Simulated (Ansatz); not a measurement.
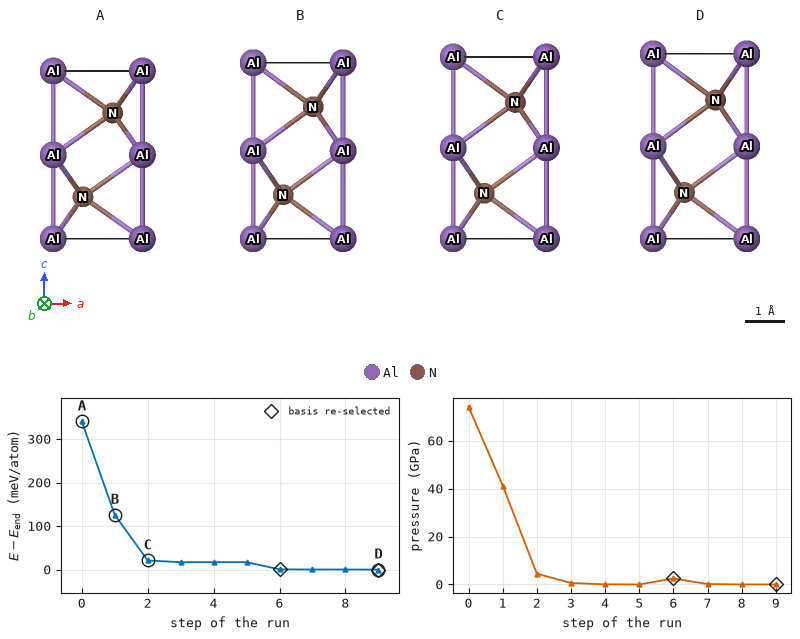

Frames of a relaxation of solid AlN (built on the NiAs type), marked on the history of the run. Style: ball-and-stick. Shown: the cell of the calculation, along the b axis.

Method: Ansatz, DFT, PBEsol, plane waves, PAW. (plane-wave cutoff 420 eV; k-point mesh 9 × 9 × 6; occupations fermi dirac; smearing width 0.03 eV; no spin polarisation; cell and atoms relaxed; force threshold 0.01 eV/Å; at most 120 steps)

Describe the path.

Answer. No atom moves by more than 0.005 Å relative to the cell. The drawn cell changes as follows: a = b 2.703 → 2.836 Å (+4.9 %), c 4.405 → 4.856 Å (+10.2 %); the volume changes by +21.4 %. Some distances before and after: Al–Al 2.203 → 2.428 Å, Al–N 1.910 → 2.038 Å. Among the angles between lasting bonds that change: Al–N–Al 70.4° → 73.1°. The space group stays P6_3/mmc (No. 194). Over 7 accepted moves (9 points after the start) the energy falls by 340 meV per atom. All forces vanish by symmetry, so only the cell relaxes. Pressure: 74.23 GPa at the start and 0.01 GPa at the end. The SCF was repeated twice at an unchanged geometry on a basis and grid sized afresh for the cell, which shifted the energy by 16.5 meV per atom at most. From step 0 to 1: volume +6.8 %, energy −215 meV per atom. From step 1 to 2: volume +11.0 %, energy −105 meV per atom. From step 2 to 9: volume +2.4 %, energy −21.0 meV per atom.
